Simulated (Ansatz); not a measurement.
Run report: Pt$_{3}$H, geometry relaxation

The run: geometry relaxation of Pt$_{3}$H (slab, 4 atoms in the cell). Method and program: DFT, PBE, plane waves, PAW, PAW set soft_1, no spin polarisation (Ansatz 0.2.0).

The structure derives from an entry of the Crystallography Open Database. The input holds or restrains some coordinates. Forces given for the steps count only the free coordinates.

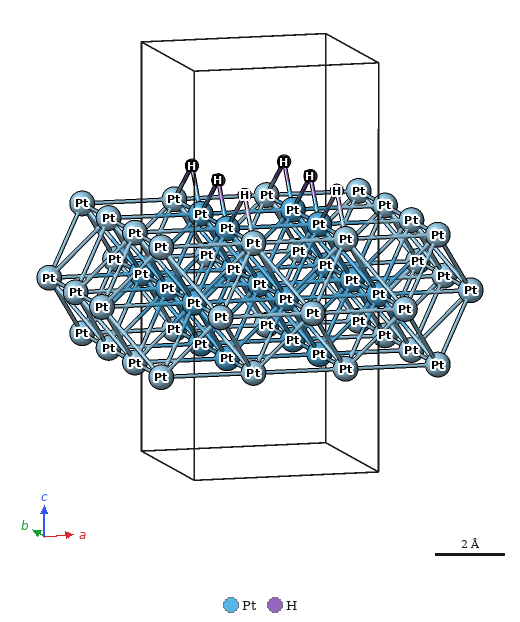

**Figure 1.** The starting structure (ball-and-stick view of the 2 × 2 repeat of the cell, with the vacuum cut short, seen slightly off an axis; neighbours outside the cell are drawn fainter). An atom can appear more than once, as a periodic image. Near neighbours in the periodic cell (some may lie outside the picture): Pt has 8 Pt at 2.77 to 2.81 Å; Pt has 12 Pt at 2.77 to 2.81 Å; Pt has 2 H at 1.59 to 2.27 Å and 8 Pt at 2.77 to 2.81 Å; H has 2 Pt at 1.59 to 2.27 Å.

**Input file**
```yaml
crystal:
  lattice:
    - [2.8071640668, 0.0, 0.0]
    - [0.0, 2.8071640668, 0.0]
    - [0.0, 0.0, 19.3513900635]
  atoms:
    - { symbol: Pt, position: [0.5, 0.5, 0.2067034971] }
    - { symbol: Pt, position: [0.0, 0.0, 0.3062505493] }
    - { symbol: Pt, position: [0.5, 0.5, 0.4057274458] }
    - { symbol: H, position: [0.5, 0.8333333333, 0.4720376549] }
  symmetry: { detect: false }
basis:
  ecutwfc: "800 eV"
kpoints:
  mp_grid: { grid: [6, 6, 1] }
hamiltonian:
  xc: pbe
  pseudopotentials: { kind: paw, azcp: { folder: soft_1 } }
scf:
  occupations: { method: gaussian, width: 0.1 }
output:
  forces: true
  eigenvalues: true
relax:
  adjacent_minimum: "off"
  f_tol: 0.025
  max_steps: 16
  constraints: [{ sites: [0, 1, 2] }, { sites: [3], fix: xy }]
efield:
  axis: 3
  dipole_correction: true
  ramp_width: 0.04
```

Command:
```bash
ansatz run input.yaml --threads 1 --pin off --max-ram 3072MiB --backend cpu --events-out ev --progress --plain --runs-dir out
```

**What the program printed**
```
The last accepted step is kept in [file] (removed where the run ends without a failure and the disk answers)
Engine: ansatz 0.2.0, x86_64-unknown-linux-gnu
Pseudopotentials: kind: paw
Pseudopotential: Pt, paw, valence charge 18, recommended cutoff 420 eV (normal), [file]
Pseudopotential: H, paw, valence charge 1, recommended cutoff 420 eV (normal), [file]
Functional definition: PBE
  parameter kappa = 0.804
  parameter beta = 0.06672455060314922
  exchange = pbe_x(kappa = kappa, mu = beta*pi^2/3)
  correlation = pbe_c(beta = beta)
Crystal: 4 atoms, lattice volume = 152.492 Å³
Basis set: ecut = 800 eV, 7913 PW (Γ), exchange–correlation on 54×54×360 points (8 copies of the dense FFT grid, shifted against one another)
Bands: 33, of which v1, the nominal top of the filled ones, is band 28 counted from 1 (27 counted from 0)
Symmetry: 1 space group operations
k-points: 20 of 36 (time reversal used)
Non-local potential: Pt, projectors of the file, l = 0: 3, l = 1: 2, l = 2: 2, l = 3: 1
Non-local potential: H, projectors of the file, l = 0: 2, l = 1: 1
PAW form: soft (Blöchl's): semilocal exchange-correlation on the pseudo side does not see the compensation charge
PAW one-centre angular grid: Pt, 590 points (default); XC on 64 Gauss nodes
PAW one-centre angular grid: H, 110 points (default); XC on 64 Gauss nodes
Initial density: superposition of atomic densities (neutral atoms: chi_scale 0, normalization atom)
Initial wavefunctions: pseudopotential atomic-orbital guess
Functional: x = pbe(κ = 0.804, μ = 0.2195149727645171), c = pbe(β = 0.06672455060314922)
SCF iter   1: F=—  HF=-37590.057992 eV  |F-HF|=—  |Δ(HF+E_count)|=         —  Δρ=5.79e-2  dr2=6.13e0  ethr=3.10e-3  p=0.000 e·Å  D=9.90e-7 V/Å  ΔV_dip=-0.00 eV  dr2_dipole=5.21e-2  V_vac-E_F(+/−)=4.86/4.86 eV  ⟨swp⟩=7.2  Hψ=2958  notcnv=0
efield: sawtooth ramp at fractional position 0.8194 (placed from the atoms, in the widest stretch of the axis that holds none; the zero of the levels goes with the place), width 0.0400; the density the first Hamiltonian is built on has a dipole p = 0.000 e·Å; the dipole correction subtracts the counter field D = 9.90e-7 V/Å, which shifts the + side's vacuum level by -0.00 eV against the − side's; the planar-averaged density in the ramp window peaks in size at 5.1e-6 e/Å³
preconditioner: auto → LDOS  [metal: Δε(μ)=0.096 eV  Ē_g=6.929 eV  σ=0.100 eV  W_gap=0.49  n_scr=26 (ndim 8)  ℏωp=16.7 eV  f_vac=0.595  D(μ)=3.97/eV (n_scr^D=12)  β→1.0]
SCF iter   2: F=—  HF=-37590.085724 eV  |F-HF|=—  |Δ(HF+E_count)|=   2.77e-2  Δρ=5.31e-2  dr2=5.75e0  ethr=3.10e-3  p=-0.058 e·Å  D=-6.86e-2 V/Å  ΔV_dip=1.33 eV  dr2_dipole=6.60e-1  V_vac-E_F(+/−)=7.22/5.89 eV  ⟨swp⟩=3.1  Hψ=1861  notcnv=0  defer=12
SCF iter   3: F=—  HF=-37588.725235 eV  |F-HF|=—  |Δ(HF+E_count)|=    1.36e0  Δρ=7.85e-3  dr2=1.76e-1  ethr=3.10e-3  p=0.025 e·Å  D=2.93e-2 V/Å  ΔV_dip=-0.57 eV  dr2_dipole=6.72e-3  V_vac-E_F(+/−)=5.24/5.81 eV  ⟨swp⟩=2.3  Hψ=1426  notcnv=0  defer=16
SCF iter   4: F=—  HF=-37588.698352 eV  |F-HF|=—  |Δ(HF+E_count)|=   2.69e-2  Δρ=3.46e-3  dr2=5.30e-2  ethr=3.20e-4  p=0.009 e·Å  D=1.04e-2 V/Å  ΔV_dip=-0.20 eV  dr2_dipole=3.51e-3  V_vac-E_F(+/−)=5.40/5.60 eV  ⟨swp⟩=2.1  Hψ=1114  notcnv=0  defer=14
SCF iter   5: F=—  HF=-37588.694727 eV  |F-HF|=—  |Δ(HF+E_count)|=   3.62e-3  Δρ=2.20e-3  dr2=2.01e-2  ethr=9.63e-5  p=0.013 e·Å  D=1.60e-2 V/Å  ΔV_dip=-0.31 eV  dr2_dipole=5.76e-4  V_vac-E_F(+/−)=5.33/5.64 eV  ⟨swp⟩=2.5  Hψ=976  notcnv=0  defer=14
SCF iter   6: F=—  HF=-37588.693312 eV  |F-HF|=—  |Δ(HF+E_count)|=   1.42e-3  Δρ=1.23e-3  dr2=5.03e-3  ethr=3.66e-5  p=0.013 e·Å  D=1.50e-2 V/Å  ΔV_dip=-0.29 eV  dr2_dipole=2.60e-6  V_vac-E_F(+/−)=5.30/5.58 eV  ⟨swp⟩=2.2  Hψ=911  notcnv=0  defer=14
SCF iter   7: F=—  HF=-37588.692239 eV  |F-HF|=—  |Δ(HF+E_count)|=   1.07e-3  Δρ=3.93e-4  dr2=3.61e-4  ethr=9.15e-6  p=0.011 e·Å  D=1.34e-2 V/Å  ΔV_dip=-0.26 eV  dr2_dipole=9.78e-6  V_vac-E_F(+/−)=5.30/5.56 eV  ⟨swp⟩=2.0  Hψ=931  notcnv=0  defer=14
SCF iter   8: F=—  HF=-37588.692256 eV  |F-HF|=—  |Δ(HF+E_count)|=   1.73e-5  Δρ=1.07e-4  dr2=2.60e-5  ethr=6.56e-7  p=0.011 e·Å  D=1.31e-2 V/Å  ΔV_dip=-0.25 eV  dr2_dipole=4.40e-6  V_vac-E_F(+/−)=5.32/5.58 eV  ⟨swp⟩=2.0  Hψ=957  notcnv=0  defer=14
SCF iter   9: F=-37588.692255 eV  HF=-37588.692257 eV  |F-HF|=1.72e-6  |Δ(HF+E_count)|=   5.52e-7  Δρ=2.87e-5  dr2=2.20e-6  ethr=2.84e-8  p=0.011 e·Å  D=1.32e-2 V/Å  ΔV_dip=-0.26 eV  dr2_dipole=7.08e-7  V_vac-E_F(+/−)=5.32/5.58 eV  ⟨swp⟩=12.6  Hψ=3239  notcnv=0
SCF 1 converged in 9 iterations: F = -37588.692255 eV  dr2 = 2.20e-6
  greatest PAW one-centre occupation: 1.000 electrons in one spin orbital (limit 2), on the Pt atom at site 1 (counted from 0), in its partial waves of l = 0
relax step   1: F+E_penalty+E_count = -37588.69225507 eV  Δ(F+E_penalty+E_count) = +0.000e0 eV  max|allowed force component| = 7.062e-2 eV/Å  Δτ_max = 0.0000 Å  (9 SCF iters, dr2 threshold 1.56e-5 eV, accepted)
Initial density: handed on by an earlier stage of this run
Initial wavefunctions: those handed on with the density
iter 1 solved again at ethr=1.57e-7 eV; its pass at ethr=3.10e-3 eV (dr2=8.66e-5 eV) is discarded
SCF iter   1: F=—  HF=-37588.692480 eV  |F-HF|=—  |Δ(HF+E_count)|=         —  Δρ=2.39e-4  dr2=9.06e-5  ethr=1.57e-7  p=0.011 e·Å  D=1.32e-2 V/Å  ΔV_dip=-0.26 eV  dr2_dipole=1.37e-5  V_vac-E_F(+/−)=5.32/5.58 eV  ⟨swp⟩=2.0  Hψ=2078  notcnv=0
efield: sawtooth ramp at fractional position 0.8194 (handed on by an earlier solve), width 0.0400; the density the first Hamiltonian is built on has a dipole p = 0.011 e·Å; the dipole correction subtracts the counter field D = 1.32e-2 V/Å, which shifts the + side's vacuum level by -0.26 eV against the − side's; the planar-averaged density in the ramp window peaks in size at 5.5e-6 e/Å³
preconditioner: auto → LDOS  [metal: Δε(μ)=0.012 eV  Ē_g=7.051 eV  σ=0.100 eV  W_gap=0.07  n_scr=26 (ndim 8)  ℏωp=16.7 eV  f_vac=0.601  D(μ)=5.63/eV (n_scr^D=42)  β→1.0]
SCF iter   2: F=—  HF=-37588.692477 eV  |F-HF|=—  |Δ(HF+E_count)|=   3.33e-6  Δρ=9.17e-5  dr2=3.88e-5  ethr=1.57e-7  p=0.011 e·Å  D=1.33e-2 V/Å  ΔV_dip=-0.26 eV  dr2_dipole=2.99e-6  V_vac-E_F(+/−)=5.32/5.58 eV  ⟨swp⟩=2.1  Hψ=1019  notcnv=0
SCF iter   3: F=—  HF=-37588.692473 eV  |F-HF|=—  |Δ(HF+E_count)|=   4.06e-6  Δρ=5.23e-5  dr2=1.43e-5  ethr=7.05e-8  p=0.011 e·Å  D=1.33e-2 V/Å  ΔV_dip=-0.26 eV  dr2_dipole=3.92e-6  V_vac-E_F(+/−)=5.32/5.58 eV  ⟨swp⟩=2.0  Hψ=1043  notcnv=0
SCF iter   4: F=—  HF=-37588.692471 eV  |F-HF|=—  |Δ(HF+E_count)|=   1.56e-6  Δρ=2.20e-5  dr2=3.85e-6  ethr=2.60e-8  p=0.011 e·Å  D=1.34e-2 V/Å  ΔV_dip=-0.26 eV  dr2_dipole=1.11e-6  V_vac-E_F(+/−)=5.32/5.58 eV  ⟨swp⟩=2.0  Hψ=940  notcnv=0
SCF iter   5: F=—  HF=-37588.692471 eV  |F-HF|=—  |Δ(HF+E_count)|=   2.09e-7  Δρ=1.11e-5  dr2=6.44e-7  ethr=7.00e-9  p=0.011 e·Å  D=1.34e-2 V/Å  ΔV_dip=-0.26 eV  dr2_dipole=1.77e-7  V_vac-E_F(+/−)=5.32/5.58 eV  ⟨swp⟩=2.4  Hψ=948  notcnv=0
SCF iter   6: F=-37588.692471 eV  HF=-37588.692471 eV  |F-HF|=4.00e-8  |Δ(HF+E_count)|=   6.26e-8  Δρ=2.57e-6  dr2=4.26e-8  ethr=1.82e-10  p=0.011 e·Å  D=1.34e-2 V/Å  ΔV_dip=-0.26 eV  dr2_dipole=9.46e-9  V_vac-E_F(+/−)=5.32/5.58 eV  ⟨swp⟩=6.7  Hψ=3098  notcnv=0
SCF 2 converged in 6 iterations: F = -37588.692471 eV  dr2 = 4.26e-8
relax step   2: F+E_penalty+E_count = -37588.69247108 eV  Δ(F+E_penalty+E_count) = -2.160e-4 eV  max|allowed force component| = 4.799e-3 eV/Å  Δτ_max = 0.0065 Å  (6 SCF iters, accepted)
```

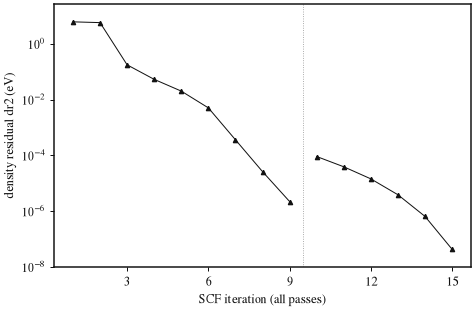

**Figure 2.** Convergence of the self-consistent field: density residual dr2 against the SCF iteration. The dotted lines part the SCF passes of the relaxation: geometry steps, rejected trials and re-solves on a re-selected basis. The passes take 9 and 6 iterations.

```
SCF converged after 6 iterations
Free energy (F): -37588.692471 eV
Harris-Foulkes:  -37588.692471 eV  (|F-HF|=4.00e-8)
Internal energy: -37588.664342 eV  (E = F + TS)
E sigma→0 (E₀):  -37588.678406 eV
Entropy (-TS):   -0.028129 eV (-7.032 meV/atom)
Fermi energy:    3.183542 eV
Dipole field:    D = 0.013551 V/Å  (p = 0.011420 e·Å, saw-weighted, corrected)
Work function:   Φ+ = 5.3215 eV   Φ− = 5.5837 eV
Levels:          The Fermi level and band energies are counted from a zero that moves with the ramp; work functions are not
--- Per-component energies (eV) ---
  E_band       = -1455.133460
  E_kinetic    = 1800.293146
  E_local      = -59922.670714  (includes V_loc(G=0)·N_el)
  E_nonlocal   = 611.820093
  E_hartree    = 28915.143127
  E_xc         = -703.185474
  E_vxc        = -821.856058  (∫ρ·V_xc dr)
  E_paw        = -28452.019346  (= ΣΔE_a)
  E_vpaw       = -953.424975  (= ΣTr[D̂ρ^β])
  E_aug_tail   = 0.000058  (compensation charges beyond the density's cutoff)
  E_efield     = 0.000077  (sawtooth field / dipole correction)
  E_vefield    = 0.434605  (∫n·V_field dr)
  E_ewald      = 20161.954691
  E_smearing   = -0.028129  (= −TS)
  E_closure    = -0.000000  (closes the sum)
  Σ components = -37588.692471   (vs F -37588.692471, Δ=0.00e0)
--- Forces (eV/Å), atoms counted from 1 ---
  atom   1  Pt     0.00000001    -0.05766851     0.00536921
  atom   2  Pt    -0.00000008     0.05613884    -0.49477542
  atom   3  Pt     0.00000005    -0.31208240     0.49425194
  atom   4  H      0.00000000     0.31363047    -0.00479897
  max |Σ_I F_I| component: 4.68e-5 eV/Å
--- Band table (eV; the first three rows and the last of 20) ---
  k-point 0: bands = ["-95.2641", "-95.1786", "-94.5935", "-49.5750", "-49.4012", "-49.3040", "-49.2716", "-49.1477", "-49.1219", "-48.6962", "-48.6960", "-48.6117", "-5.9139", "-3.8620", "-3.0034", "-2.7532", "-1.8484", "-1.1300", "-0.4321", "0.0804", "0.1287", "1.3895", "1.5636", "1.7244", "1.8856", "1.8942", "2.7052", "3.2280", "3.2795", "3.3157", "4.5851", "8.1074", "8.8043"]
  k-point 1: bands = ["-95.2613", "-95.1767", "-94.5912", "-49.5735", "-49.4341", "-49.3180", "-49.2954", "-49.1719", "-49.1207", "-48.7480", "-48.6927", "-48.6075", "-5.2517", "-3.3890", "-2.6504", "-2.2787", "-1.9641", "-0.9873", "-0.1108", "0.1532", "0.1563", "0.7693", "1.0236", "1.4099", "2.0104", "2.0545", "2.2455", "3.0349", "3.3640", "3.4379", "6.3057", "8.6406", "9.3944"]
  k-point 2: bands = ["-95.2558", "-95.1728", "-94.5867", "-49.6040", "-49.4874", "-49.4020", "-49.2778", "-49.2068", "-49.1188", "-48.8496", "-48.6859", "-48.5998", "-3.9141", "-3.1218", "-2.4618", "-1.9722", "-0.9600", "-0.2267", "0.0465", "0.1201", "0.2653", "0.3045", "1.1909", "1.5153", "1.8715", "1.9174", "2.6311", "3.0440", "3.2596", "4.8559", "7.7213", "8.5200", "9.8643"]
  k-point 19: bands = ["-95.2439", "-95.1619", "-94.5752", "-49.5938", "-49.4986", "-49.4580", "-49.4386", "-49.2988", "-49.2324", "-48.8867", "-48.8863", "-48.5880", "-3.2397", "-2.8307", "-2.6698", "-2.4530", "-1.5567", "-1.4161", "-0.3645", "0.8101", "1.9048", "2.4004", "2.6548", "2.8461", "3.6634", "3.6956", "4.1952", "5.0108", "6.7688", "8.3226", "10.3060", "10.5174", "10.8626"]
--- Relaxed structure (2 steps of the walk, 2 accepted, 0 SCFs on fresh bases) ---
  F+E_penalty+E_count = -37588.69247108 eV   max|allowed force component| = 4.799e-3 eV/Å
  atoms:
    - { symbol: Pt, position: [0.49999999999999994, 0.49999999999999994, 0.2067034971] }
    - { symbol: Pt, position: [0.0, 0.0, 0.3062505493] }
    - { symbol: Pt, position: [0.49999999999999994, 0.49999999999999994, 0.4057274458] }
    - { symbol: H, position: [0.49999999999999994, 0.8333333333, 0.47237532884730127] }
```

**Trajectory as extended XYZ (Å, eV, eV/Å), 2 frames, from step=1 to step=2**
```
4
Lattice="2.8072 0.0000 0.0000 0.0000 2.8072 0.0000 0.0000 0.0000 19.3514" Properties=species:S:1:pos:R:3:forces:R:3 step=1 energy=-37588.69226
Pt    1.4036    1.4036    4.0000    0.0000  -0.0584   0.0041
Pt    0.0000    0.0000    5.9264    0.0000   0.0542  -0.4978
Pt    1.4036    1.4036    7.8514    0.0000  -0.3537   0.4231
H     1.4036    2.3393    9.1346    0.0000   0.3579   0.0706
4
Lattice="2.8072 0.0000 0.0000 0.0000 2.8072 0.0000 0.0000 0.0000 19.3514" Properties=species:S:1:pos:R:3:forces:R:3 step=2 energy=-37588.69247
Pt    1.4036    1.4036    4.0000    0.0000  -0.0577   0.0054
Pt    0.0000    0.0000    5.9264    0.0000   0.0561  -0.4948
Pt    1.4036    1.4036    7.8514    0.0000  -0.3121   0.4943
H     1.4036    2.3393    9.1411    0.0000   0.3136  -0.0048
```

**Summary**

```tsv
quantity	value
outcome	converged under the restraints of the input
electrons treated	55
free energy	−37588.6925 eV
Fermi energy	3.184 eV
gap on the k-point mesh	none (metallic)
final volume	152.49 Å³
largest force (length of the vector) at the end, held atoms and coordinates included	0.585 eV/Å
hardware	1 thread of Intel Xeon @ 2.50GHz (Skylake/Cascade Lake), 32 GiB of memory available, shared host
wall time	44 s
peak memory	0.62 GiB
```

Settings chosen away from the usual ones: kpoints.mp_grid.grid set to [6, 6, 1] (from [9, 9, 1]); basis.ecutwfc set to 800 eV (from 420); crystal.symmetry set to {"detect": false}. These settings are looser than, or depart from, a standard set-up, so the numbers are not reference values for this system. Spin–orbit coupling is left out, which matters for Pt.
